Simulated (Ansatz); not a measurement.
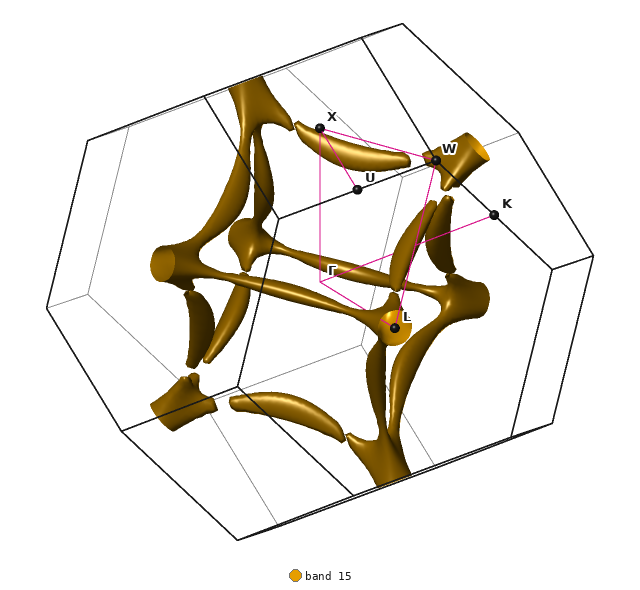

Constant-energy surfaces of TePb (space group Fm-3m, No. 225), 0.20 eV below the valence-band maximum (one colour a band).

Level of theory: DFT PBE, scalar-relativistic, plane waves, PAW; levels and slopes on a dense k mesh at the converged density in Ansatz 0.2.0. No spin polarisation. The levels come from a k mesh of 32×32×32 points. Unrelaxed database geometry.

Masses come from a second pass at points close to the extrema; at the energies drawn a band may no longer be parabolic.

Q: Describe the band extrema that these surfaces surround.

A: Band 15 forms the valence edge. Within this energy: four equivalent maxima at L, principal masses 0.078, 0.078 and 0.46 mₑ; twelve equivalent maxima on the K–Γ line, 0.14 eV below the edge, principal masses 0.080, 0.19 and 3.43 mₑ. Further from the edge, not drawn: six equivalent maxima on the Γ–X line, 0.35 eV below the edge, nearly flat in two directions, with mass 0.081 mₑ across; six equivalent maxima at W, 0.36 eV below the edge, principal masses 0.070, 3.02 and 3.02 mₑ.

Q: And the gap?

A: The gap is direct, 0.73 eV at this level of theory (semilocal functionals give gaps that are too small, and can reorder valleys that lie close).

Spin-orbit coupling, left out here, can change the gap, its kind, the place of the band edges and the masses, since the compound holds Te and Pb.

Time for the whole run: 45 s on 1 thread of AMD EPYC 7B13 (Zen 3), on a shared host, peak memory 0.86 GiB.
